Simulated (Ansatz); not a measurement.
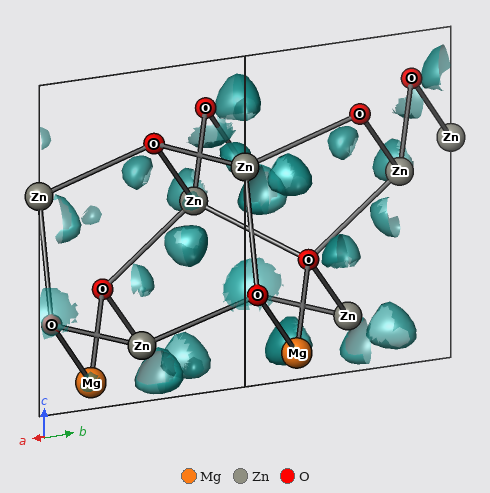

Figure 1: MgZn$_{3}$O$_{4}$. Where the extra electron sits when 0.5 electron is added to the 8-atom cell of the calculation (uniform compensating background, atoms fixed); the change of density for each carrier, counted positive where the carrier is: teal surfaces at +0.02, none at −0.02 1/Å³, in the conventional cell seen along [110] (the regions close to the nuclei are left out). Cores are masked to 0.9 Å (Mg), 0.8 Å (Zn) and 0.6 Å (O).

Space group Cm. The cell comes from a database of computed structures, not from a measurement.

Theory: DFT r2SCAN, scalar-relativistic, plane waves, PAW in Ansatz.

In a PAW calculation such maps are meaningful between the atoms, not at the nuclei.

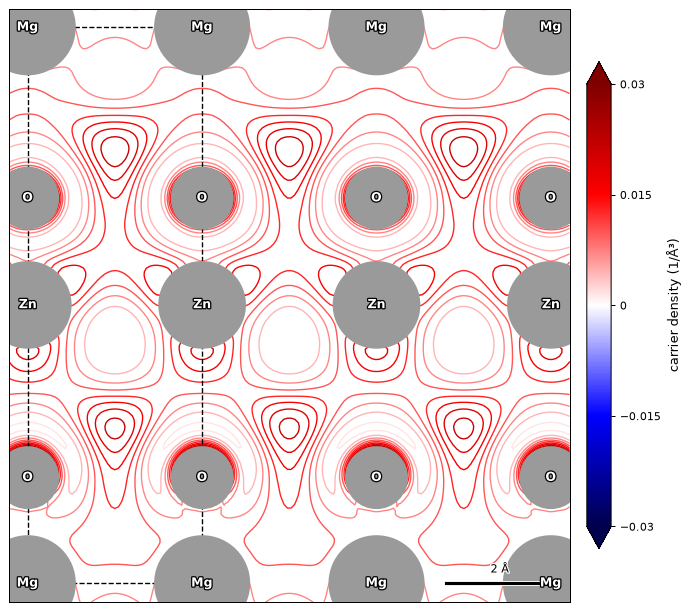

Also shown: a map on the (101̄) plane of the conventional cell, with grey discs over the atomic cores.

Describe the change of density.

Summed over atomic cells sized by the Bader volumes, the added electron divides as O about 60 %, Zn about 35 % and Mg little; these cells fill under 10 % (Mg), 35 % (Zn) and 60 % (O) of the volume, so no element is strongly preferred.
Over the whole cell, outside the cores, it is densest 0.9 Å from a zinc nucleus.
The counter-flow of charge adds up to under 0.1 e for each carrier.
These are shares of the net change, screening included; the states that take the carrier can be more concentrated.
This is very heavy doping, far beyond the dilute limit.

Run times: 3.5 min (electron) and 4.1 min (base cell), on 2 threads of AMD EPYC (Zen 3), on a shared host.
